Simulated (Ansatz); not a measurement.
**SnO$_{2}$: one change and its effect**

System: SnO$_{2}$ (P4₂/mnm, 12 atoms in the cell).
Method of run 1: DFT PBE, scalar-relativistic, plane waves, PAW, no spin polarisation (Ansatz 0.2.0).

The structure was made by a generator, so it may or may not be a known phase. Text and figures count atoms from 1; the logs count them from 0 in places.

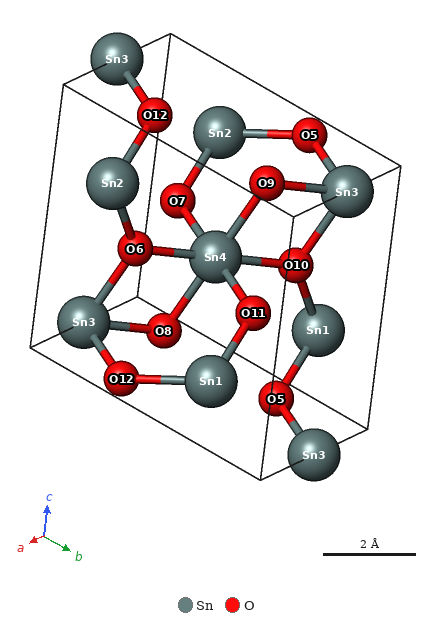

**Figure 1.** The structure as given in the input (ball-and-stick view of the cell of the calculation, seen slightly off an axis; atoms are numbered from 1 in the order of the input). An atom can appear more than once, as a periodic image. Near neighbours in the periodic cell (some may lie outside the picture): Sn has 6 O at 2.09 Å; O has 3 Sn at 2.09 Å.

**Input, run 1**
```yaml
crystal:
  lattice:
    - [-3.238253951, 3.4134894693, 3.4135207876]
    - [3.238253951, -3.4134894693, 3.4135207876]
    - [3.238253951, 3.4134894693, -3.4135207876]
  atoms:
    - { symbol: Sn, position: [0.9999994768, 0.7499994768, 0.25] }
    - { symbol: Sn, position: [5.232e-07, 0.2500005232, 0.75] }
    - { symbol: Sn, position: [0.5, 0.0, 0.0] }
    - { symbol: Sn, position: [0.5, 0.5, 0.5] }
    - { symbol: O, position: [0.1934204716, 0.6934207181, 2.465e-07] }
    - { symbol: O, position: [0.6934247751, 0.2500025463, 0.4434222287] }
    - { symbol: O, position: [0.1934204716, 0.1934202251, 0.4999997535] }
    - { symbol: O, position: [0.3065803176, 0.2500025463, 0.0565777713] }
    - { symbol: O, position: [0.6934196824, 0.7499974537, 0.9434222287] }
    - { symbol: O, position: [0.3065752249, 0.7499974537, 0.5565777713] }
    - { symbol: O, position: [0.8065795284, 0.8065797749, 0.5000002465] }
    - { symbol: O, position: [0.8065795284, 0.3065792819, 0.9999997535] }
basis:
  ecutwfc: 420
kpoints:
  mp_grid: { grid: [6, 6, 6] }
  band_path:
    path:
      - [[0.0, 0.0, 0.0], [0.0, -0.5, 0.5], [-0.5, -0.50000459, 0.50000459], [0.0, 0.0, 0.0], [-0.5, 0.5, 0.5], [-0.5, 0.0, 1.0], [-1.0, -4.59e-06, 1.00000459], [-0.5, 0.5, 0.5]]
      - [[0.0, -0.5, 0.5], [-0.5, 0.0, 1.0]]
      - [[-0.5, -0.50000459, 0.50000459], [-1.0, -4.59e-06, 1.00000459]]
    npoints: 10
hamiltonian:
  xc: pbe
scf:
  occupations: { method: gaussian, width: 0.02 }
  n_extra_bands: 30
output:
  forces: true
  stress: true
  eigenvalues: true
  populations: true
  dos: { projected: true, de: 0.02, nscf_kmesh: { grid: [9, 9, 9] } }
  bader: false
  write_density: true
  write_potential: true
  elf: true
  volumetric_format: npy
```

Launched with:
```bash
ansatz run input.yaml --threads 1 --pin off --max-ram 2560MiB --backend cpu --events-out ev --progress --plain --runs-dir out
```

Hardware: 1 thread of Arm Neoverse V1, 24 GiB of memory available, shared host.

**Output, shortened to warnings, some set-up lines, iterations and results (run 1)**
```
Warning: the atoms were moved onto the symmetric positions of the space group found under crystal.symmetry.tolerance 1.0e-5 (fractional; no operation is sought that the atoms, as they stand in a round, miss by more than twice it, and no atom is moved by as much as it), and the run uses the moved positions. Before a round's move an operation carried an atom to 3.48e-5 Å from where it should land, …
Warning: 16 symmetry operations that the atoms keep within the bar at which the run's group was sought (crystal.symmetry.tolerance 1.0e-5, or twice it) were not taken beside the 16 unitary ones that the detection took (of a slab, those that keep its plane). If the more symmetric cell is meant, write the vectors of crystal.lattice to more decimals, or, with the positions in fractional coordinates, …
Basis set: ecut = 420 eV, 2975 PW (Γ), exchange–correlation on 80×80×80 points (8 copies of the dense FFT grid, shifted against one another)
Symmetry: 16 space group operations
k-points: 46 of 216
Initial density: superposition of atomic densities (neutral atoms: chi_scale 0, normalization atom), corrected by the library's trained network
[...]
SCF iter   1: F=—  HF=-28635.936508 eV  |F-HF|=—  |Δ(HF+E_count)|=         —  Δρ=1.29e-3  dr2=1.11e-3  ethr=1.77e-3  ⟨swp⟩=5.7  Hψ=15982  notcnv=0  defer=509
SCF iter   2: F=—  HF=-28635.938208 eV  |F-HF|=—  |Δ(HF+E_count)|=   1.70e-3  Δρ=6.29e-4  dr2=2.28e-4  ethr=1.07e-6  ⟨swp⟩=2.5  Hψ=6992  notcnv=0  defer=986
SCF iter   3: F=—  HF=-28635.938702 eV  |F-HF|=—  |Δ(HF+E_count)|=   4.94e-4  Δρ=2.80e-4  dr2=6.39e-5  ethr=2.19e-7  ⟨swp⟩=2.8  Hψ=5065  notcnv=0  defer=986
SCF iter   4: F=—  HF=-28635.938878 eV  |F-HF|=—  |Δ(HF+E_count)|=   1.76e-4  Δρ=3.55e-5  dr2=1.62e-6  ethr=6.14e-8  ⟨swp⟩=2.0  Hψ=4107  notcnv=0  defer=986
SCF iter   5: F=—  HF=-28635.938881 eV  |F-HF|=—  |Δ(HF+E_count)|=   2.40e-6  Δρ=1.24e-5  dr2=1.63e-7  ethr=1.56e-9  ⟨swp⟩=2.0  Hψ=5025  notcnv=0  defer=986
SCF iter   6: F=-28635.938881 eV  HF=-28635.938881 eV  |F-HF|=2.40e-8  |Δ(HF+E_count)|=   9.10e-8  Δρ=7.40e-6  dr2=6.45e-8  ethr=9.62e-11  ⟨swp⟩=18.3  Hψ=31830  notcnv=0
SCF 1 converged in 6 iterations: F = -28635.938881 eV  dr2 = 6.45e-8
NSCF: frozen V_eff on 93 k-points
NSCF: frozen V_eff on 125 k-points
SCF converged after 6 iterations
Free energy (F): -28635.938881 eV
Harris-Foulkes:  -28635.938881 eV  (|F-HF|=2.40e-8)
Internal energy: -28635.938881 eV  (E = F + TS)
E sigma→0 (E₀):  -28635.938881 eV
Fermi energy:    9.081507 eV
--- Per-component energies (eV) ---
  E_band       = -309.477922
  E_kinetic    = 2155.973210
  E_local      = -5927.176075  (includes V_loc(G=0)·N_el)
  E_nonlocal   = 267.672151
  E_hartree    = 3047.916266
  E_xc         = -2106.478095
  E_vxc        = -1123.306165  (∫ρ·V_xc dr)
  E_paw        = -17856.700382  (= ΣΔE_a)
  E_vpaw       = -1778.496869  (= ΣTr[D̂ρ^β])
  E_aug_tail   = 0.019727  (compensation charges beyond the density's cutoff)
  E_ewald      = -8217.165683
  E_smearing   = -0.000000  (= −TS)
  E_closure    = 0.000000  (closes the sum)
  Σ components = -28635.938881   (vs F -28635.938881, Δ=0.00e0)
--- Forces (eV/Å), atoms counted from 1 ---
  atom   1  Sn     0.00000000    -0.00000000     0.00000000
  atom   2  Sn     0.00000000     0.00000000     0.00000000
  atom   3  Sn     0.00000000     0.00000000     0.00000000
  atom   4  Sn     0.00000000     0.00000000    -0.00000000
  atom   5  O     -0.00000000     0.00000000     0.00012623
  atom   6  O     -0.00000000    -0.00021150     0.00000000
  atom   7  O     -0.00000000     0.00000000     0.00012623
  atom   8  O      0.00000000     0.00021150     0.00000000
  atom   9  O     -0.00000000    -0.00021150     0.00000000
  atom  10  O      0.00000000     0.00021150     0.00000000
  atom  11  O      0.00000000    -0.00000000    -0.00012623
  atom  12  O      0.00000000    -0.00000000    -0.00012623
  max |Σ_I F_I| component: 1.39e-17 eV/Å
--- Stress (GPa, compression-positive) ---
       -0.004375       0.000000       0.000000
        0.000000       0.005783      -0.000000
        0.000000      -0.000000       0.001776
  P = ⅓ Tr σ = 0.0011 GPa (0.011 kbar)
--- Löwdin populations: 12 sites ---
  site symbol       q [e]
     0     Sn     12.2819
     1     Sn     12.2819
     2     Sn     12.2819
     3     Sn     12.2819
     4      O      6.7953
     5      O      6.7953
     6      O      6.7953
     7      O      6.7953
     8      O      6.7953
     9      O      6.7953
    10      O      6.7953
    11      O      6.7953
  spilling = 0.004903 (of n_electrons = 104.000000)
```

The input of run 2 differs as follows (lines with − go, lines with + come):
```diff
-  xc: pbe
+  xc: pbesol
```

What does this change do to the results?

The total energies belong to different methods, so their difference says nothing on which is more stable or more accurate. The gap on the mesh goes from 0.68 to 0.58 eV. The pressure goes from 0.00 to −5.80 GPa. The largest force goes from 0.000 to 0.061 eV/Å. The functional changes from PBE to PBEsol. Along LDA, PBEsol, PBE and RPBE the binding weakens and the preferred volume grows, so the same cell is under more pressure with the later ones. The SCF takes 8 iterations against 6.

**Output, shortened to warnings, some set-up lines, iterations and results (run 2)**
```
Warning: the atoms were moved onto the symmetric positions of the space group found under crystal.symmetry.tolerance 1.0e-5 (fractional; no operation is sought that the atoms, as they stand in a round, miss by more than twice it, and no atom is moved by as much as it), and the run uses the moved positions. Before a round's move an operation carried an atom to 3.48e-5 Å from where it should land, …
Warning: 16 symmetry operations that the atoms keep within the bar at which the run's group was sought (crystal.symmetry.tolerance 1.0e-5, or twice it) were not taken beside the 16 unitary ones that the detection took (of a slab, those that keep its plane). If the more symmetric cell is meant, write the vectors of crystal.lattice to more decimals, or, with the positions in fractional coordinates, …
Basis set: ecut = 420 eV, 2975 PW (Γ), exchange–correlation on 80×80×80 points (8 copies of the dense FFT grid, shifted against one another)
Symmetry: 16 space group operations
k-points: 46 of 216
Initial density: superposition of atomic densities (neutral atoms: chi_scale 0, normalization atom), corrected by the library's trained network
[...]
SCF iter   1: F=—  HF=-28286.138248 eV  |F-HF|=—  |Δ(HF+E_count)|=         —  Δρ=1.62e-2  dr2=3.20e-1  ethr=1.77e-3  ⟨swp⟩=5.7  Hψ=16164  notcnv=0  defer=468
SCF iter   2: F=—  HF=-28286.049235 eV  |F-HF|=—  |Δ(HF+E_count)|=   8.90e-2  Δρ=3.06e-3  dr2=6.64e-3  ethr=3.08e-4  ⟨swp⟩=2.0  Hψ=5409  notcnv=0  defer=1132
SCF iter   3: F=—  HF=-28286.047592 eV  |F-HF|=—  |Δ(HF+E_count)|=   1.64e-3  Δρ=1.13e-3  dr2=1.28e-3  ethr=6.38e-6  ⟨swp⟩=2.0  Hψ=4938  notcnv=0  defer=1132
SCF iter   4: F=—  HF=-28286.047681 eV  |F-HF|=—  |Δ(HF+E_count)|=   8.95e-5  Δρ=3.01e-4  dr2=1.16e-4  ethr=1.23e-6  ⟨swp⟩=2.7  Hψ=4741  notcnv=0  defer=1132
SCF iter   5: F=—  HF=-28286.047727 eV  |F-HF|=—  |Δ(HF+E_count)|=   4.60e-5  Δρ=3.62e-5  dr2=2.21e-6  ethr=1.11e-7  ⟨swp⟩=2.7  Hψ=4340  notcnv=0  defer=1132
SCF iter   6: F=—  HF=-28286.047746 eV  |F-HF|=—  |Δ(HF+E_count)|=   1.85e-5  Δρ=1.09e-5  dr2=1.53e-7  ethr=2.13e-9  ⟨swp⟩=2.0  Hψ=4402  notcnv=0  defer=1132
SCF iter   7: F=—  HF=-28286.047746 eV  |F-HF|=—  |Δ(HF+E_count)|=   2.90e-8  Δρ=1.15e-5  dr2=1.73e-7  ethr=9.62e-11  ⟨swp⟩=18.3  Hψ=31237  notcnv=0
SCF iter   8: F=-28286.047746 eV  HF=-28286.047746 eV  |F-HF|=4.58e-10  |Δ(HF+E_count)|=   3.29e-8  Δρ=1.20e-6  dr2=2.17e-9  ethr=9.62e-11  ⟨swp⟩=7.6  Hψ=19434  notcnv=0
SCF 1 converged in 8 iterations: F = -28286.047746 eV  dr2 = 2.17e-9
NSCF: frozen V_eff on 93 k-points
NSCF: frozen V_eff on 125 k-points
SCF converged after 8 iterations
Free energy (F): -28286.047746 eV
Harris-Foulkes:  -28286.047746 eV  (|F-HF|=4.58e-10)
Internal energy: -28286.047746 eV  (E = F + TS)
E sigma→0 (E₀):  -28286.047746 eV
Fermi energy:    8.904944 eV
--- Per-component energies (eV) ---
  E_band       = -321.129399
  E_kinetic    = 2150.196498
  E_local      = -5922.261987  (includes V_loc(G=0)·N_el)
  E_nonlocal   = 276.810618
  E_hartree    = 3033.801459
  E_xc         = -2084.936471
  E_vxc        = -1120.125110  (∫ρ·V_xc dr)
  E_paw        = -17523.933483  (= ΣΔE_a)
  E_vpaw       = -1773.372845  (= ΣTr[D̂ρ^β])
  E_aug_tail   = 0.019640  (compensation charges beyond the density's cutoff)
  E_ewald      = -8217.165683
  E_core_change = 1.421662  (= ΣΔE_core)
  E_smearing   = -0.000000  (= −TS)
  E_closure    = 0.000000  (closes the sum)
  Σ components = -28286.047746   (vs F -28286.047746, Δ=0.00e0)
--- Forces (eV/Å), atoms counted from 1 ---
  atom   1  Sn     0.00000000    -0.00000000    -0.00000000
  atom   2  Sn     0.00000000    -0.00000000     0.00000000
  atom   3  Sn     0.00000000    -0.00000000     0.00000000
  atom   4  Sn     0.00000000    -0.00000000     0.00000000
  atom   5  O     -0.00000000     0.00000000    -0.06095600
  atom   6  O     -0.00000000    -0.06132487     0.00000000
  atom   7  O     -0.00000000    -0.00000000    -0.06095600
  atom   8  O      0.00000000     0.06132487     0.00000000
  atom   9  O     -0.00000000    -0.06132487     0.00000000
  atom  10  O      0.00000000     0.06132487     0.00000000
  atom  11  O      0.00000000    -0.00000000     0.06095600
  atom  12  O      0.00000000    -0.00000000     0.06095600
  max |Σ_I F_I| component: 3.47e-17 eV/Å
--- Stress (GPa, compression-positive) ---
       -6.426420       0.000000       0.000000
        0.000000      -5.477929      -0.000000
        0.000000      -0.000000      -5.481390
  P = ⅓ Tr σ = -5.7952 GPa (-57.952 kbar)
--- Löwdin populations: 12 sites ---
  site symbol       q [e]
     0     Sn     12.3194
     1     Sn     12.3194
     2     Sn     12.3194
     3     Sn     12.3194
     4      O      6.7745
     5      O      6.7745
     6      O      6.7745
     7      O      6.7745
     8      O      6.7745
     9      O      6.7745
    10      O      6.7745
    11      O      6.7745
  spilling = 0.005059 (of n_electrons = 104.000000)
```

**The two runs side by side**

```tsv
quantity	run 1	run 2
outcome	converged	converged
free energy per atom (eV)	−2386.3282	−2357.1706
gap on the mesh (eV)	0.68	0.58
pressure (GPa)	0.00	−5.80
largest force (eV/Å)	0.000	0.061
SCF iterations	6	8
irreducible k-points	46	46
plane waves at Γ	2975	2975
wall time (shared host)	2.8 min	2.9 min
```

For both runs: Warnings: near-symmetries of the structure were not used; the structure was made exactly symmetric. For run 2: The cell is under a tension of 5.8 GPa at this level, so it is not at its equilibrium volume.
